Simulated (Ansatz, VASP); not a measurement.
**Cross-check of BAs between VASP and Ansatz**

Wanted: the spread between two codes on one cell, functional and k mesh. The cell comes out of earlier VASP steps on this material, which relaxed, scaled or displaced it; both programs get it as it stands.

Main program and level: Ansatz 0.2.0; plane waves, with VASP 6.6.1 beside it; elastic constants at r2SCAN with rVV10.

**1. Set-up**

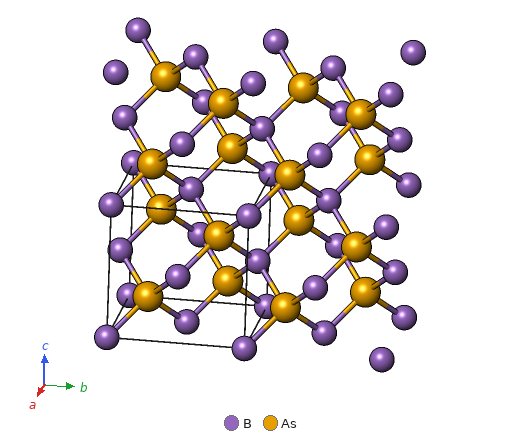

Start, viewed slightly off an axis; boron purple, arsenic orange. 1×2×2 cells are drawn. This picture shows the conventional cell, with its axes. Bonds to atoms that aren't drawn are left out. Some periodic images of atoms are drawn too.

Structure file:

```cif
data_structure
_symmetry_space_group_name_H-M 'P 1'
_symmetry_Int_Tables_number 1
_cell_length_a 3.3797
_cell_length_b 3.3797
_cell_length_c 3.3797
_cell_angle_alpha 60.000
_cell_angle_beta 60.000
_cell_angle_gamma 60.000
_cell_volume 27.30
loop_
_atom_site_label
_atom_site_type_symbol
_atom_site_fract_x
_atom_site_fract_y
_atom_site_fract_z
_atom_site_occupancy
B1 B 0.00000 0.00000 0.00000 1
As2 As 0.25000 0.25000 0.25000 1
```

**2. VASP: elastic constants, r2SCAN with rVV10**

Elastic constants are differences of stresses under small strains, so they test the stress and the mesh.

Lines of VASP's logs that name or quote its potential files are left out, and so is its time.

Input file INCAR:

```
SYSTEM = BAs
PREC = Accurate
ENCUT = 500
EDIFF = 1E-07
NELM = 100
ISMEAR = 0
SIGMA = 0.05
LREAL = .FALSE.
ALGO = Normal
METAGGA = R2SCAN
LUSE_VDW = .TRUE.
IVDW_NL = 2
BPARAM = 11.95
CPARAM = 0.0093
LASPH = .TRUE.
NBANDS = 10
LORBIT = 11
LWAVE = .FALSE.
LCHARG = .FALSE.
KPAR = 2
IBRION = 6
NFREE = 2
POTIM = 0.015
ISIF = 3
NSW = 1
```

Input file POSCAR:

```
BAs
1.0
    0.0000000000      2.3898420644      2.3898420644
    2.3898420644      0.0000000000      2.3898420644
    2.3898420644      2.3898420644      0.0000000000
B As
1 1
Direct
    0.0000000000      0.0000000000      0.0000000000
    0.2500000000      0.2500000000      0.2500000000
```

Input file KPOINTS:

```
Automatic mesh
0
Gamma
7 7 7
0 0 0
```

PAW data sets: B and As (PBE family, release 64).

Started as:

```bash
$ mpirun -np 2 vasp_std
```

Numbers of over 12 decimals in the logs are rounded to 6 here.

Output:

```text
[banner, memory and clock lines left out]
running    2 mpi-ranks, on    1 nodes
 distrk:  each k-point on    1 cores,    2 groups
 distr:  one band on    1 cores,    1 groups

 POSCAR found type information on POSCAR B As
 POSCAR found :  2 types and       2 ions
|                                                                             |
|               ----> ADVICE to this user running VASP <----                  |
|                                                                             |
|     You have switched on vdW-DFT.                                           |
|     This routine was written and supplied by Jiri Klimes. We recommend      |
|     that you carefully read and cite the following publications:            |
|       J. Klimes, D.R. Bowler, A. Michelides                                 |
|          J. Phys.: Cond Matt. 22 022201 (2010)                              |
|       J. Klimes, D.R. Bowler, A. Michelides                                 |
|          Phys. Rev. B. 83, 195131 (2011)                                    |
|     and references therein.                                                 |
|                                                                             |

|                                                                             |
|               ----> ADVICE to this user running VASP <----                  |
|                                                                             |
|     You enforced a specific xc type in the INCAR file but a different       |
|     [... a line on the potential file left out ...]
|     I HOPE YOU KNOW WHAT YOU ARE DOING!                                     |
|                                                                             |

 LDA part: xc-table for (None), standard interpolation
 POSCAR, INCAR and KPOINTS ok, starting setup
 FFT: planning ... GRIDC
 FFT: planning ... GRID_SOFT
 FFT: planning ... GRID
 WAVECAR not read
 entering main loop
       N       E                     dE             d eps       ncg     rms          rms(c)
Total rVV10 correction in eV:      0.0897774    10.0781823
Total rVV10 correction in eV:      0.0897774    10.0781823
DAV:   1     0.600908700691E+00    0.60091E+00   -0.38158E+03   408   0.705E+02
DAV:   2    -0.229677209989E+02   -0.23569E+02   -0.21637E+02   528   0.104E+02
DAV:   3    -0.237294116004E+02   -0.76169E+00   -0.75900E+00   496   0.186E+01
DAV:   4    -0.237317323530E+02   -0.23208E-02   -0.23206E-02   458   0.104E+00
DAV:   5    -0.237317361191E+02   -0.37661E-05   -0.37660E-05   474   0.438E-02    0.498E+00
Total rVV10 correction in eV:      0.0982665    10.0781823
Total rVV10 correction in eV:      0.0982665    10.0781823
DAV:   6    -0.221702509064E+02    0.15615E+01   -0.97165E-01   418   0.545E+00    0.280E+00
Total rVV10 correction in eV:      0.1084124    10.0781823
Total rVV10 correction in eV:      0.1084124    10.0781823
DAV:   7    -0.221352290821E+02    0.35022E-01   -0.19031E-01   480   0.240E+00    0.960E-01
Total rVV10 correction in eV:      0.1154839    10.0781823
Total rVV10 correction in eV:      0.1154839    10.0781823
DAV:   8    -0.221321388757E+02    0.30902E-02   -0.16183E-02   448   0.998E-01    0.913E-02
Total rVV10 correction in eV:      0.1159777    10.0781823
Total rVV10 correction in eV:      0.1159777    10.0781823
DAV:   9    -0.221323043584E+02   -0.16548E-03   -0.35813E-04   460   0.152E-01    0.459E-02
Total rVV10 correction in eV:      0.1162757    10.0781823
Total rVV10 correction in eV:      0.1162757    10.0781823
DAV:  10    -0.221323503141E+02   -0.45956E-04   -0.31845E-05   442   0.572E-02    0.165E-02
Total rVV10 correction in eV:      0.1163552    10.0781823
Total rVV10 correction in eV:      0.1163552    10.0781823
DAV:  11    -0.221323505529E+02   -0.23878E-06   -0.54335E-06   472   0.225E-02    0.741E-03
Total rVV10 correction in eV:      0.1163634    10.0781823
Total rVV10 correction in eV:      0.1163634    10.0781823
DAV:  12    -0.221323511650E+02   -0.61213E-06   -0.13543E-07   454   0.285E-03    0.711E-04
Total rVV10 correction in eV:      0.1163609    10.0781823
Total rVV10 correction in eV:      0.1163609    10.0781823
DAV:  13    -0.221323513402E+02   -0.17520E-06   -0.11670E-08   264   0.816E-04    0.817E-04
Total rVV10 correction in eV:      0.1163615    10.0781823
Total rVV10 correction in eV:      0.1163615    10.0781823
DAV:  14    -0.221323513219E+02    0.18312E-07   -0.83571E-10   238   0.272E-04
Total rVV10 correction in eV:      0.1163615    10.0781823
Total rVV10 correction in eV:      0.1163615    10.0781823
Total rVV10 correction in eV:      0.1163615    10.0781823
Total rVV10 correction in eV:      0.1163615    10.0781823
[...]
Total rVV10 correction in eV:      0.1163623    10.0781823
  12 F= -.22129011E+02 E0= -.22129011E+02  d E =-.385063E-18
[...]
13 F= -.22129011E+02 E0= -.22129011E+02  d E =-.383499E-18
[...]
14 F= -.22130421E+02 E0= -.22130421E+02  d E =-.138597E-20
[...]
15 F= -.22130421E+02 E0= -.22130421E+02  d E =-.137868E-20
[...]
16 F= -.22130421E+02 E0= -.22130421E+02  d E =-.139087E-20
 Finite differences progress:
  Degree of freedom:   8/  8
  Displacement:        1/  2
  Total:              15/ 16
 bond charge predicted
       N       E                     dE             d eps       ncg     rms          rms(c)
Total rVV10 correction in eV:      0.1163722    10.0781823
Total rVV10 correction in eV:      0.1163722    10.0781823
DAV:   1    -0.221285781503E+02    0.18427E-02   -0.28705E-01  1326   0.300E+00    0.148E-01
Total rVV10 correction in eV:      0.1163680    10.0781823
Total rVV10 correction in eV:      0.1163680    10.0781823
DAV:   2    -0.221303222098E+02   -0.17441E-02   -0.65142E-03  1452   0.621E-01    0.874E-02
Total rVV10 correction in eV:      0.1163607    10.0781823
Total rVV10 correction in eV:      0.1163607    10.0781823
DAV:   3    -0.221304145641E+02   -0.92354E-04   -0.93413E-05  1504   0.884E-02    0.176E-02
Total rVV10 correction in eV:      0.1163596    10.0781823
Total rVV10 correction in eV:      0.1163596    10.0781823
DAV:   4    -0.221304209780E+02   -0.64139E-05   -0.57631E-06  1490   0.218E-02    0.277E-03
Total rVV10 correction in eV:      0.1163593    10.0781823
Total rVV10 correction in eV:      0.1163593    10.0781823
DAV:   5    -0.221304208403E+02    0.13774E-06   -0.21504E-07  1470   0.384E-03    0.556E-04
Total rVV10 correction in eV:      0.1163591    10.0781823
Total rVV10 correction in eV:      0.1163591    10.0781823
DAV:   6    -0.221304208453E+02   -0.50487E-08   -0.13502E-08   816   0.998E-04
Total rVV10 correction in eV:      0.1163591    10.0781823
Total rVV10 correction in eV:      0.1163591    10.0781823
Total rVV10 correction in eV:      0.1163591    10.0781823
Total rVV10 correction in eV:      0.1163591    10.0781823
  17 F= -.22130421E+02 E0= -.22130421E+02  d E =-.138890E-20
 Finite differences progress:
  Degree of freedom:   8/  8
  Displacement:        2/  2
  Total:              16/ 16
```

Parts of OUTCAR (step 2):

```text
ion  position               nearest neighbor table
   1  0.000  0.000  0.000-   2 2.07   2 2.07   2 2.07   2 2.07
   2  0.250  0.250  0.250-   1 2.07   1 2.07   1 2.07   1 2.07

  LATTYP: Found a face centered cubic cell.
 ALAT       =     4.7796841288

 Subroutine GETGRP returns: Found 24 space group operations
 (whereof 24 operations were pure point group operations)

The static configuration has the point symmetry T_d .

 Found     20 irreducible k-points:

   k-points           NKPTS =     20   k-points in BZ     NKDIM =     20   number of bands    NBANDS=     10

   dimension x,y,z NGX =    28 NGY =   28 NGZ =   28
   dimension x,y,z NGXF=    56 NGYF=   56 NGZF=   56

   ENCUT  =  500.0 eV  36.75 Ry    6.06 a.u.   6.16  6.16  6.16*2*pi/ulx,y,z

   NELECT =       8.0000    total number of electrons

 k-points in reciprocal lattice and weights: Automatic mesh
   0.00000000  0.00000000  0.00000000       0.003
   0.14285714  0.00000000  0.00000000       0.023
   0.28571429  0.00000000  0.00000000       0.023
   0.42857143  0.00000000  0.00000000       0.023
   0.14285714  0.14285714  0.00000000       0.017
   0.28571429  0.14285714  0.00000000       0.070
   0.42857143  0.14285714  0.00000000       0.070
  -0.42857143  0.14285714  0.00000000       0.070
  -0.28571429  0.14285714  0.00000000       0.070
[...]
-0.42857143  0.42857143  0.14285714       0.070
  -0.28571429  0.42857143  0.14285714       0.070

 average (electrostatic) potential at core
       1 -28.1772       2 -53.3314

 E-fermi :   6.4315

 k-point     1 :       0.0000    0.0000    0.0000
  band No.  band energies     occupation
      1     -10.1453      2.00000
      2       5.8963      2.00000
      3       6.0097      2.00000
      4       6.1207      2.00000
      5       9.3579      0.00000
      6       9.4420      0.00000
      7       9.5291      0.00000
      8      11.1338      0.00000
      9      16.2892      0.00000
    ...

 k-point     2 :       0.1429    0.0000    0.0000
  band No.  band energies     occupation
      1      -9.7943      2.00000
      2       3.4521      2.00000
      3       5.3929      2.00000
      4       5.5190      2.00000
      5       9.6492      0.00000
      6      10.1354      0.00000
      7      10.2508      0.00000
      8      12.7459      0.00000
      9      17.4776      0.00000
    ...

 k-point     3 :       0.2857    0.0000    0.0000
  band No.  band energies     occupation
      1      -8.7844      2.00000
      2      -0.0633      2.00000
      3       4.5573      2.00000
      4       4.6740      2.00000
      5       9.2626      0.00000
      6      10.9660      0.00000
      7      11.1172      0.00000
      8      14.9650      0.00000
      9      17.9563      0.00000
    ...

  Total        0.0017091      0.0051073      0.0051073      0.0000000      0.1038969      0.0000000
  in kB        0.1003091      0.2997538      0.2997538      0.0000000      6.0978346      0.0000000
  external PRESSURE =       0.2332723 kB  Pullay stress =       0.0000000 kB

  energy-cutoff  :      500.00
  volume of cell :       27.30
      direct lattice vectors                 reciprocal lattice vectors
     0.000000000  2.389842064  2.389842064    -0.209218846  0.209218846  0.209218846
     2.389842064  0.000000000  2.389842064     0.209218846 -0.209218846  0.209218846
     2.389842064  2.389842064  0.000000000     0.209218846  0.209218846 -0.209218846

 POSITION                                       TOTAL-FORCE (eV/Angst)
 -----------------------------------------------------------------------------------
      0.00000      0.00000      0.00000        -0.257335     -0.000000     -0.000000
      1.17992      1.19492      1.19492         0.257335      0.000000      0.000000
 -----------------------------------------------------------------------------------
    total drift:                                0.000039     -0.000000     -0.000000

  FREE ENERGIE OF THE ION-ELECTRON SYSTEM (eV)
  ---------------------------------------------------
  free  energy   TOTEN  =       -22.1304208453 eV

  energy  without entropy=      -22.1304208453  energy(sigma->0) =      -22.13042085

  SYMMETRIZED ELASTIC MODULI (kBar)
 Direction    XX          YY          ZZ          XY          YZ          ZX
 --------------------------------------------------------------------------------
 XX        2915.1225    710.2270    710.2270      0.0000     -0.0000     -0.0000
 YY         710.2270   2915.1225    710.2270     -0.0000      0.0000      0.0000
 ZZ         710.2270    710.2270   2915.1225     -0.0000      0.0000     -0.0000
 XY           0.0000     -0.0000     -0.0000   1742.9288      0.0000      0.0000
 YZ          -0.0000      0.0000      0.0000      0.0000   1742.9288      0.0000
 ZX          -0.0000      0.0000     -0.0000      0.0000      0.0000   1742.9288
 --------------------------------------------------------------------------------

 Eigenvectors and eigenvalues of the dynamical matrix
 ----------------------------------------------------

   1 f  =   21.068410 THz   132.376725 2PiTHz  702.766517 cm-1    87.131904 meV
             X         Y         Z           dx          dy          dz
      0.000000  0.000000  0.000000    -0.000000   -0.000000   -0.934835
      1.194921  1.194921  1.194921    -0.000000    0.000000    0.355082

   2 f  =   21.068410 THz   132.376725 2PiTHz  702.766517 cm-1    87.131904 meV
             X         Y         Z           dx          dy          dz
      0.000000  0.000000  0.000000    -0.000000   -0.934835    0.000000
      1.194921  1.194921  1.194921    -0.000000    0.355082    0.000000

   3 f  =   21.068410 THz   132.376725 2PiTHz  702.766517 cm-1    87.131904 meV
             X         Y         Z           dx          dy          dz
      0.000000  0.000000  0.000000     0.934835    0.000000    0.000000
      1.194921  1.194921  1.194921    -0.355082    0.000000    0.000000

   4 f/i=    0.000549 THz     0.003452 2PiTHz    0.018328 cm-1     0.002272 meV
             X         Y         Z           dx          dy          dz
      0.000000  0.000000  0.000000     0.032619    0.346201    0.071862
      1.194921  1.194921  1.194921     0.085878    0.911453    0.189194

   5 f/i=    0.000549 THz     0.003452 2PiTHz    0.018328 cm-1     0.002272 meV
             X         Y         Z           dx          dy          dz
      0.000000  0.000000  0.000000     0.029030   -0.074546    0.345953
      1.194921  1.194921  1.194921     0.076429   -0.196260    0.910800

   6 f/i=    0.000549 THz     0.003452 2PiTHz    0.018328 cm-1     0.002272 meV
             X         Y         Z           dx          dy          dz
      0.000000  0.000000  0.000000     0.352387   -0.025906   -0.035152
      1.194921  1.194921  1.194921     0.927739   -0.068202   -0.092546

 ELASTIC MODULI CONTR FROM IONIC RELAXATION (kBar)
 Direction    XX          YY          ZZ          XY          YZ          ZX
 --------------------------------------------------------------------------------
 XX          -0.0000     -0.0000     -0.0000      0.0000     -0.0000      0.0000
 YY          -0.0000     -0.0000     -0.0000      0.0000     -0.0000      0.0000
 ZZ          -0.0000     -0.0000     -0.0000      0.0000     -0.0000      0.0000
 XY           0.0000      0.0000      0.0000   -164.2184     -0.0000      0.0000
 YZ          -0.0000     -0.0000     -0.0000     -0.0000   -164.2184      0.0000
 ZX           0.0000      0.0000      0.0000      0.0000      0.0000   -164.2184
 --------------------------------------------------------------------------------

 TOTAL ELASTIC MODULI (kBar)
 Direction    XX          YY          ZZ          XY          YZ          ZX
 --------------------------------------------------------------------------------
 XX        2915.1225    710.2270    710.2270      0.0000     -0.0000     -0.0000
 YY         710.2270   2915.1225    710.2270     -0.0000      0.0000      0.0000
 ZZ         710.2270    710.2270   2915.1225     -0.0000     -0.0000     -0.0000
 XY           0.0000     -0.0000     -0.0000   1578.7105     -0.0000      0.0000
 YZ          -0.0000      0.0000     -0.0000     -0.0000   1578.7105      0.0000
 ZX          -0.0000      0.0000     -0.0000      0.0000      0.0000   1578.7105
 --------------------------------------------------------------------------------

 total charge
# of ion       s       p       d       tot
------------------------------------------
    1        0.668   1.163   0.000   1.831
    2        1.170   1.693   0.092   2.955
--------------------------------------------------
tot          1.838   2.856   0.092   4.786

[... 3 further parts left out ...]
```

CONTCAR:

```
BAs
   1.00000000000000
     0.0000000000000000    2.3898420643999998    2.3898420643999998
     2.3898420643999998    0.0000000000000000    2.3898420643999998
     2.3898420643999998    2.3898420643999998    0.0000000000000000
  B               As
     1     1
Direct
     0.0000000000000000    0.0000000000000000    0.0000000000000000
     0.2531382826973058    0.2468617173026943    0.2468617173026942
```

(Continued in part 2 of 2.)

[Lines on the potential files, build, host, timing and source positions are cut from VASP's logs without a mark.]

[Logs are printed without paths, hosts, clocks, repeated set-up lines and the standing remarks that a program may print on its own settings, such as how far it seeks lower states.]

[Hosts, paths, dates, database ids (printed as entryN), source tags and the programs' standing remarks are cut or masked in the printed files.]
